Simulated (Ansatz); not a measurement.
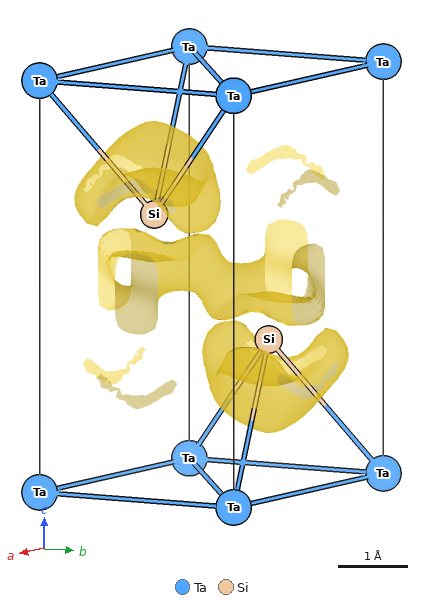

*TaSi2. Isosurface of the electron localisation function at 0.65 (yellow), seen at an oblique angle. Only the valence region is drawn (cores and ρ < 0.01 e/Å³ removed). Sticks mark near contacts.*

Space group P-3m1; a structure generated by program, which may or may not match a known phase; computed without spin polarisation.

Computed with Ansatz, DFT PBE, scalar-relativistic, plane waves, PAW.

Core electrons are frozen (PAW), and the valence fields are smoothed inside the atomic spheres.

### Where are the electrons localised?

The ELF exceeds this value in two regions wrapped around Si (the valence shell of each) and sheets that run through the cell in two directions, counted in one cell of 3 atoms. Regions shared between cells count once.

Values along the shortest contacts:
Ta–Si (2.70 Å): the ELF peaks at about 0.75 in the valence shell of Si, 0.9 Å from its nucleus, and is about 0.35 at the midpoint. Ta–Ta (2.95 Å): the ELF is about 0.35 at the midpoint.

### Metal or insulator at this level of theory?

It is gapless in this calculation (a metal or semimetal).
